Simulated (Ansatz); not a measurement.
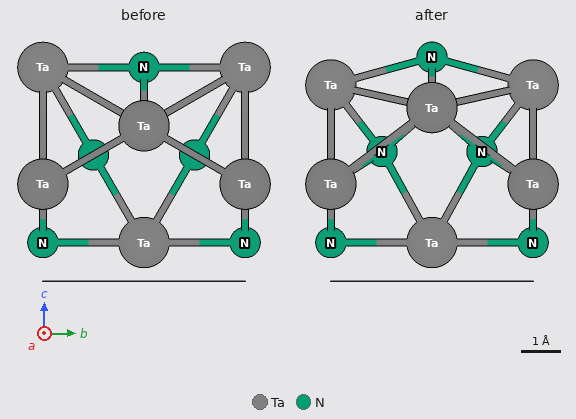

The structure of a slab of composition TaN (cut from the P6/mmm phase) before (left) and after (right) a constrained relaxation, at one scale.

A ball-and-stick model of the cell of the calculation, outlined in the plane, without the vacuum (origin shifted), seen along the a axis.

Case: clean slab, lower half held. The slab is the (1 0 0) face of TaN. 6 atoms are held fixed.

The calculation used DFT PBE+D3(BJ), scalar-relativistic, plane waves, PAW in Ansatz 0.2.0. (plane-wave cutoff 420 eV; k-point mesh 5 × 6 × 1; occupations gaussian; smearing width 0.1 eV; no spin polarisation; dipole correction; atoms relaxed in a fixed cell; force threshold 0.03 eV/Å; at most 70 steps)

Describe what moved and what it gained.

The energy falls by 1.868 eV per cell of the calculation in 7 geometry steps. Largest force component: 2.3 eV/Å at the start, 0.022 eV/Å at the end. The largest moves, 0.47 Å, are those of Ta atoms. By element the largest moves are Ta 0.47 Å, N 0.26 Å. The cell doesn't change. Some distances before and after: N–Ta 2.608 → 2.164 Å, Ta–Ta 3.344 → 3.772 Å, Ta–Ta 3.344 → 2.942 Å, Ta–Ta 3.344 → 3.043 Å. Among the angles between lasting bonds that change: Ta–N–Ta 180.0° → 149.3°, Ta–N–Ta 90.0° → 79.8°, Ta–N–Ta 90.0° → 99.5°. Cost: 9.7 min on 2 threads of Intel(R) Xeon(R) Processor @ 2.50GHz (Skylake/Cascade Lake), with other jobs on the host, peak memory 1.3 GiB.
